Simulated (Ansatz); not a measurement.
## Pt$_{4}$H: geometry relaxation (part 2 of 2)

The same run, continued: Pt$_{4}$H (slab, 5 atoms in the cell); DFT LDA, scalar-relativistic, plane waves, PAW, no spin polarisation (Ansatz 0.2.0); cutoff 420 eV, 12×12×1 k-mesh, Gaussian smearing of 0.1 eV. The structure derives from an entry of the Crystallography Open Database. The input holds or restrains some coordinates.

Geometry of the input (Å; fractional positions):
```
2.7532  0.0000  0.0000
-1.3766  2.3843  0.0000
0.0000  0.0000  25.7439
Pt 0.6667  0.3333  0.3302
Pt 0.3333  0.6667  0.4175
Pt 0.0000  0.0000  0.5039
Pt 0.6667  0.3333  0.5914
H  0.6667  0.3333  0.6566
```

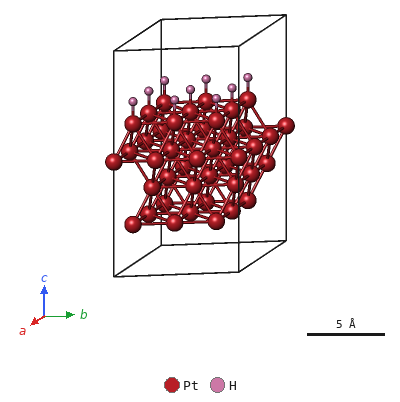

Fig. 1: The geometry at step 2 of the log (ball-and-stick view of the 3 × 3 repeat of the cell, with the vacuum cut short, seen slightly off an axis).

What the program printed, continued
```
SCF iter   1: F=—  HF=-48994.485422 eV  |F-HF|=—  |Δ(HF+E_count)|=         —  Δρ=4.04e-3  dr2=9.02e-3  ethr=1.11e-4  p=0.039 e·Å  D=4.16e-2 V/Å  ΔV_dip=-1.07 eV  dr2_dipole=8.96e-4  V_vac-E_F(+/−)=5.02/6.09 eV  ⟨swp⟩=3.1  Hψ=1930  notcnv=0  defer=34
efield: sawtooth ramp at fractional position 0.9434 (handed on by an earlier solve), width 0.1000; the density the first Hamiltonian is built on has a dipole p = 0.039 e·Å; the dipole correction subtracts the counter field D = 4.16e-2 V/Å, which shifts the + side's vacuum level by -1.07 eV against the − side's; the planar-averaged density in the ramp window peaks in size at 3.2e-6 e/Å³
preconditioner: auto → LDOS  [metal: Δε(μ)=0.019 eV  Ē_g=7.780 eV  σ=0.100 eV  W_gap=0.11  n_scr=18 (ndim 8)  ℏωp=18.3 eV  f_vac=0.578  D(μ)=7.69/eV (n_scr^D=76)  β→1.0]
SCF iter   2: F=—  HF=-48994.483907 eV  |F-HF|=—  |Δ(HF+E_count)|=   1.51e-3  Δρ=8.70e-4  dr2=4.01e-3  ethr=1.24e-5  p=0.039 e·Å  D=4.17e-2 V/Å  ΔV_dip=-1.07 eV  dr2_dipole=9.40e-4  V_vac-E_F(+/−)=5.02/6.09 eV  ⟨swp⟩=2.3  Hψ=1664  notcnv=0  defer=34
SCF iter   3: F=—  HF=-48994.483504 eV  |F-HF|=—  |Δ(HF+E_count)|=   4.04e-4  Δρ=4.74e-4  dr2=1.18e-3  ethr=5.49e-6  p=0.039 e·Å  D=4.15e-2 V/Å  ΔV_dip=-1.07 eV  dr2_dipole=3.20e-5  V_vac-E_F(+/−)=5.02/6.09 eV  ⟨swp⟩=2.0  Hψ=1268  notcnv=0  defer=34
SCF iter   4: F=—  HF=-48994.483338 eV  |F-HF|=—  |Δ(HF+E_count)|=   1.66e-4  Δρ=1.64e-4  dr2=2.36e-4  ethr=1.61e-6  p=0.038 e·Å  D=4.11e-2 V/Å  ΔV_dip=-1.06 eV  dr2_dipole=5.56e-5  V_vac-E_F(+/−)=5.03/6.09 eV  ⟨swp⟩=2.8  Hψ=1422  notcnv=0  defer=34
SCF iter   5: F=—  HF=-48994.483324 eV  |F-HF|=—  |Δ(HF+E_count)|=   1.32e-5  Δρ=9.73e-5  dr2=9.26e-5  ethr=3.23e-7  p=0.038 e·Å  D=4.10e-2 V/Å  ΔV_dip=-1.06 eV  dr2_dipole=2.86e-5  V_vac-E_F(+/−)=5.03/6.09 eV  ⟨swp⟩=2.1  Hψ=1217  notcnv=0  defer=34
SCF iter   6: F=-48994.483304 eV  HF=-48994.483319 eV  |F-HF|=1.53e-5  |Δ(HF+E_count)|=   5.02e-6  Δρ=3.08e-5  dr2=1.26e-5  ethr=5.66e-8  p=0.038 e·Å  D=4.10e-2 V/Å  ΔV_dip=-1.06 eV  dr2_dipole=3.63e-6  V_vac-E_F(+/−)=5.03/6.09 eV  ⟨swp⟩=20.8  Hψ=8477  notcnv=0
SCF 3 converged in 6 iterations: F = -48994.483304 eV  dr2 = 1.26e-5
relax step   3: F+E_penalty+E_count = -48994.48330411 eV  Δ(F+E_penalty+E_count) = -1.591e-2 eV  max|allowed force component| = 6.587e-2 eV/Å  Δτ_max = 0.0351 Å  (6 SCF iters, dr2 threshold 4.13e-5 eV, accepted)
SCF iter   1: F=—  HF=-48994.483532 eV  |F-HF|=—  |Δ(HF+E_count)|=         —  Δρ=4.94e-4  dr2=6.18e-4  ethr=4.30e-6  p=0.038 e·Å  D=4.10e-2 V/Å  ΔV_dip=-1.06 eV  dr2_dipole=1.67e-4  V_vac-E_F(+/−)=5.04/6.09 eV  ⟨swp⟩=2.5  Hψ=1644  notcnv=0  defer=25
efield: sawtooth ramp at fractional position 0.9434 (handed on by an earlier solve), width 0.1000; the density the first Hamiltonian is built on has a dipole p = 0.038 e·Å; the dipole correction subtracts the counter field D = 4.10e-2 V/Å, which shifts the + side's vacuum level by -1.06 eV against the − side's; the planar-averaged density in the ramp window peaks in size at 2.7e-6 e/Å³
preconditioner: auto → LDOS  [metal: Δε(μ)=0.015 eV  Ē_g=7.774 eV  σ=0.100 eV  W_gap=0.09  n_scr=18 (ndim 8)  ℏωp=18.3 eV  f_vac=0.578  D(μ)=7.69/eV (n_scr^D=76)  β→1.0]
SCF iter   2: F=—  HF=-48994.483482 eV  |F-HF|=—  |Δ(HF+E_count)|=   5.02e-5  Δρ=1.89e-4  dr2=1.00e-4  ethr=8.47e-7  p=0.038 e·Å  D=4.11e-2 V/Å  ΔV_dip=-1.06 eV  dr2_dipole=3.59e-7  V_vac-E_F(+/−)=5.03/6.09 eV  ⟨swp⟩=2.0  Hψ=1377  notcnv=0  defer=29
SCF iter   3: F=—  HF=-48994.483470 eV  |F-HF|=—  |Δ(HF+E_count)|=   1.12e-5  Δρ=7.61e-5  dr2=4.52e-5  ethr=1.37e-7  p=0.038 e·Å  D=4.10e-2 V/Å  ΔV_dip=-1.06 eV  dr2_dipole=9.80e-6  V_vac-E_F(+/−)=5.04/6.09 eV  ⟨swp⟩=2.5  Hψ=1469  notcnv=0  defer=29
SCF iter   4: F=—  HF=-48994.483467 eV  |F-HF|=—  |Δ(HF+E_count)|=   3.28e-6  Δρ=3.65e-5  dr2=8.26e-6  ethr=6.19e-8  p=0.038 e·Å  D=4.11e-2 V/Å  ΔV_dip=-1.06 eV  dr2_dipole=2.36e-6  V_vac-E_F(+/−)=5.03/6.09 eV  ⟨swp⟩=2.0  Hψ=1143  notcnv=0  defer=29
SCF iter   5: F=—  HF=-48994.483467 eV  |F-HF|=—  |Δ(HF+E_count)|=   6.53e-7  Δρ=1.28e-5  dr2=1.77e-6  ethr=1.13e-8  p=0.038 e·Å  D=4.11e-2 V/Å  ΔV_dip=-1.06 eV  dr2_dipole=3.09e-7  V_vac-E_F(+/−)=5.03/6.09 eV  ⟨swp⟩=2.4  Hψ=1211  notcnv=0  defer=29
SCF iter   6: F=—  HF=-48994.483467 eV  |F-HF|=—  |Δ(HF+E_count)|=   1.52e-8  Δρ=7.34e-6  dr2=2.57e-7  ethr=2.42e-9  p=0.038 e·Å  D=4.11e-2 V/Å  ΔV_dip=-1.06 eV  dr2_dipole=1.08e-8  V_vac-E_F(+/−)=5.03/6.09 eV  ⟨swp⟩=2.2  Hψ=1107  notcnv=0  defer=29
SCF iter   7: F=-48994.483467 eV  HF=-48994.483467 eV  |F-HF|=3.68e-8  |Δ(HF+E_count)|=   1.24e-8  Δρ=3.74e-6  dr2=6.13e-8  ethr=1.37e-10  p=0.038 e·Å  D=4.11e-2 V/Å  ΔV_dip=-1.06 eV  dr2_dipole=2.21e-9  V_vac-E_F(+/−)=5.03/6.09 eV  ⟨swp⟩=16.4  Hψ=6839  notcnv=0
SCF 4 converged in 7 iterations: F = -48994.483467 eV  dr2 = 6.13e-8
relax step   4: F+E_penalty+E_count = -48994.48346650 eV  Δ(F+E_penalty+E_count) = -1.624e-4 eV  max|allowed force component| = 2.423e-2 eV/Å  Δτ_max = 0.0076 Å  (7 SCF iters, accepted)
WARN: The output density's exchange-correlation potential varies sharply where the density is thin. Do not read a vacuum level from v_tot or v_xc, or from such a field of the output density. On a cell that repeats whose density bears no net charge and no dipole along the vacuum's axis use v_es (v_loc + v_h of the components); under efield.dipole_correction with no amplitude use v_es + v_field, which holds any external_charges[].barrier, or the levels of the report's work_function block, which leave it out; under a non-zero efield.amplitude the vacuum is tilted and has no level; on a cell that repeats and bears such a dipole with no correction it is tilted too, and efield.dipole_correction with no amplitude gives each side of its ramp a level where efield: is served; in a cell that repeats whose density bears a net charge (total_charge, or a fill off its count) it is curved and has none; of a slab under crystal.periodic whose density bears no net charge use v_es, which has a level on each side, short of where the two are joined; of another it falls or rises all the way out and has none; of a slab beside external_charges read slab_vacuum_level instead, which it has where they leave it neutral. The grid or the basis barely resolves most such structure, and the values can differ between equally converged runs; as a rule a tighter scf.convergence.dr2_threshold does not remove it. Where the density itself ripples (under the LDA too) a higher basis.ecutwfc lessens it. The files hold the spikes' plane waves up to the density's cutoff. Files: v_tot_of_output_density and the like, and their columns of v_z.tsv (output.write_potential); v_xc_of_output_density and the like, and their columns of v_comp_z.tsv (output.write_potential_components). Measured: with its Gaussian average of σ = 0.25 Å subtracted twice, the exchange-correlation potential is over 0.1 eV at 76 of the grid points where the equally averaged density (valence and model cores) is under 1e-3 e/Å³, and 0.257 eV at the most among them, at an averaged density of 6.1e-5 e/Å³. The input density's (outcome.potential() and, of a run that writes arrays, v_tot and v_xc) is over 0.1 eV, so measured, at 76 points of its own thin density, 0.257 eV at the most. See output.write_potential in the manual, Limitations
SCF converged after 7 iterations
Free energy (F): -48994.483467 eV
Harris-Foulkes:  -48994.483467 eV  (|F-HF|=3.68e-8)
Internal energy: -48994.445014 eV  (E = F + TS)
E sigma→0 (E₀):  -48994.464240 eV
Entropy (-TS):   -0.038452 eV (-7.690 meV/atom)
Fermi energy:    4.762380 eV
Dipole field:    D = 0.041073 V/Å  (p = 0.038359 e·Å, saw-weighted, corrected)
Work function:   Φ+ = 5.0347 eV   Φ− = 6.0921 eV
Levels:          The Fermi level and band energies are counted from a zero that moves with the ramp; work functions are not
--- Per-component energies (eV) ---
  E_band       = -1850.041998
  E_kinetic    = 2564.878335
  E_local      = -138550.841356  (includes V_loc(G=0)·N_el)
  E_nonlocal   = 828.472932
  E_hartree    = 67853.176821
  E_xc         = -1049.068528
  E_vxc        = -1220.746597  (∫ρ·V_xc dr)
  E_paw        = -36711.012272  (= ΣΔE_a)
  E_vpaw       = -1180.382117  (= ΣTr[D̂ρ^β])
  E_aug_tail   = -0.000397  (compensation charges beyond the density's cutoff)
  E_efield     = 0.000788  (sawtooth field / dipole correction)
  E_vefield    = 2.229174  (∫n·V_field dr)
  E_ewald      = 56068.093185
  E_core_change = 1.855478  (= ΣΔE_core)
  E_smearing   = -0.038452  (= −TS)
  E_closure    = 0.000000  (closes the sum)
  Σ components = -48994.483467   (vs F -48994.483467, Δ=0.00e0)
--- Forces (eV/Å), atoms counted from 1 ---
  atom   1  Pt    -0.00000000    -0.00000000    -0.12388407
  atom   2  Pt     0.00000000    -0.00000000     0.13707513
  atom   3  Pt    -0.00000000    -0.00000000    -0.02422539
  atom   4  Pt     0.00000000     0.00000000     0.01781191
  atom   5  H     -0.00000000    -0.00000000    -0.00666995
  max |Σ_I F_I| component: 1.08e-4 eV/Å
--- Band table (eV; the first three rows and the last of 19) ---
  k-point 0: bands = ["-93.9463", "-93.8952", "-93.8670", "-93.4181", "-48.2262", "-48.0976", "-47.8495", "-47.8495", "-47.8380", "-47.8207", "-47.8207", "-47.8018", "-47.8018", "-47.4366", "-47.4366", "-47.3025", "-5.2059", "-3.9860", "-2.8105", "-2.5802", "-1.4527", "0.7557", "0.9605", "0.9605", "1.0799", "1.0799", "1.1267", "1.3372", "1.3372", "1.5812", "1.5812", "2.4902", "3.1117", "3.1117", "3.3416", "3.3416", "4.0170", "4.0170", "4.6982", "4.6982", "4.8578", "8.8732", "10.1766", "10.7305"]
  k-point 1: bands = ["-93.9447", "-93.8934", "-93.8655", "-93.4164", "-48.2197", "-48.0949", "-47.8776", "-47.8606", "-47.8573", "-47.8294", "-47.8273", "-47.8211", "-47.8072", "-47.4626", "-47.4430", "-47.3000", "-4.9591", "-3.7495", "-2.5584", "-2.3415", "-1.3759", "0.6335", "0.7685", "0.8134", "1.1480", "1.2097", "1.2251", "1.2577", "1.5171", "1.5222", "1.7543", "2.0570", "2.9067", "2.9593", "3.3705", "3.3824", "3.7334", "4.0231", "4.5886", "4.7111", "6.0630", "9.0710", "10.3476", "10.9173"]
  k-point 2: bands = ["-93.9401", "-93.8884", "-93.8616", "-93.4119", "-48.2025", "-48.0906", "-47.9497", "-47.9256", "-47.8988", "-47.8781", "-47.8451", "-47.8249", "-47.8221", "-47.5327", "-47.4605", "-47.2934", "-4.2720", "-3.1246", "-1.9138", "-1.7232", "-1.1781", "0.1494", "0.4198", "0.5712", "0.9863", "1.0770", "1.4208", "1.5486", "1.5844", "1.6824", "2.0175", "2.2197", "2.4649", "2.8126", "2.9618", "3.3658", "3.8339", "4.0249", "4.7401", "5.4110", "7.3896", "9.6537", "10.8461", "11.4609"]
  k-point 18: bands = ["-93.9184", "-93.8643", "-93.8430", "-93.3905", "-48.1772", "-48.1500", "-48.1327", "-48.1064", "-48.0944", "-48.0778", "-48.0367", "-47.9580", "-47.8531", "-47.7072", "-47.6921", "-47.2639", "-1.1341", "-0.8940", "-0.8805", "-0.5194", "-0.3166", "-0.2556", "0.0627", "0.7643", "0.9023", "1.2929", "1.3194", "1.5321", "1.6870", "1.7636", "2.7207", "2.7432", "3.0904", "4.3274", "4.4190", "4.4702", "7.1019", "9.6072", "9.6984", "9.7475", "10.9244", "11.4351", "11.4743", "13.1263"]
--- Relaxed structure (4 steps of the walk, 4 accepted, 0 SCFs on fresh bases) ---
  F+E_penalty+E_count = -48994.48346650 eV   max|allowed force component| = 2.423e-2 eV/Å
  atoms:
    - { symbol: Pt, position: [0.6666666666666667, 0.3333333333333333, 0.33017509770000003] }
    - { symbol: Pt, position: [0.33333333333333337, 0.6666666666666667, 0.4174956131] }
    - { symbol: Pt, position: [-3.538690727507787e-17, -1.480297366145334e-17, 0.5052312072015752] }
    - { symbol: Pt, position: [0.6666666666666667, 0.3333333333333333, 0.5946603046000895] }
    - { symbol: H, position: [0.6666666666666667, 0.3333333333333333, 0.6549669484390374] }
```

Trajectory as extended XYZ (Å, eV, eV/Å), 4 frames, from step=1 to step=4
```
5
Lattice="2.7532 0.0000 0.0000 -1.3766 2.3843 0.0000 0.0000 0.0000 25.7439" Properties=species:S:1:pos:R:3:forces:R:3 step=1 energy=-48994.35294
Pt    1.3766    0.7948    8.5000    0.0000   0.0000  -0.1313
Pt    0.0000    1.5896   10.7480    0.0000   0.0000  -0.0845
Pt    0.0000    0.0000   12.9718    0.0000   0.0000  -0.0120
Pt    1.3766    0.7948   15.2238    0.0000   0.0000   1.9337
H     1.3766    0.7948   16.9038    0.0000   0.0000  -1.7056
5
Lattice="2.7532 0.0000 0.0000 -1.3766 2.3843 0.0000 0.0000 0.0000 25.7439" Properties=species:S:1:pos:R:3:forces:R:3 step=2 energy=-48994.46740
Pt    1.3766    0.7948    8.5000    0.0000   0.0000  -0.1200
Pt    0.0000    1.5896   10.7480    0.0000   0.0000   0.2529
Pt    0.0000    0.0000   13.0252    0.0000   0.0000  -0.0962
Pt    1.3766    0.7948   15.3424    0.0000   0.0000  -0.8130
H     1.3766    0.7948   16.8560    0.0000   0.0000   0.7777
5
Lattice="2.7532 0.0000 0.0000 -1.3766 2.3843 0.0000 0.0000 0.0000 25.7439" Properties=species:S:1:pos:R:3:forces:R:3 step=3 energy=-48994.48330
Pt    1.3766    0.7948    8.5000    0.0000   0.0000  -0.1245
Pt    0.0000    1.5896   10.7480    0.0000   0.0000   0.0825
Pt    0.0000    0.0000   12.9990    0.0000   0.0000   0.0659
Pt    1.3766    0.7948   15.3073    0.0000   0.0000  -0.0301
H     1.3766    0.7948   16.8589    0.0000   0.0000   0.0066
5
Lattice="2.7532 0.0000 0.0000 -1.3766 2.3843 0.0000 0.0000 0.0000 25.7439" Properties=species:S:1:pos:R:3:forces:R:3 step=4 energy=-48994.48347
Pt    1.3766    0.7948    8.5000    0.0000   0.0000  -0.1239
Pt    0.0000    1.5896   10.7480    0.0000   0.0000   0.1371
Pt    0.0000    0.0000   13.0066    0.0000   0.0000  -0.0242
Pt    1.3766    0.7948   15.3089    0.0000   0.0000   0.0178
H     1.3766    0.7948   16.8614    0.0000   0.0000  -0.0067
```

Key numbers

| quantity | value |
| --- | --- |
| outcome | converged under the restraints of the input |
| electrons treated | 73 |
| free energy | −48994.4835 eV |
| work function, top face | 5.03 eV |
| work function, bottom face | 6.09 eV |
| Fermi energy | 4.762 eV |
| gap on the k-point mesh | none (metallic) |
| final volume | 169.00 Å³ |
| work function (upper face) | 5.03 eV |
| largest force (length of the vector) at the end, held atoms and coordinates included | 0.137 eV/Å |
| hardware | 1 thread of Arm Neoverse V1, 24 GiB of memory available, shared host |
| wall time | 64 s |
| peak memory | 0.39 GiB |

Remarks

The program warns: the exchange-correlation potential is rough where the density is thin. Spin–orbit coupling is left out, which matters for Pt.
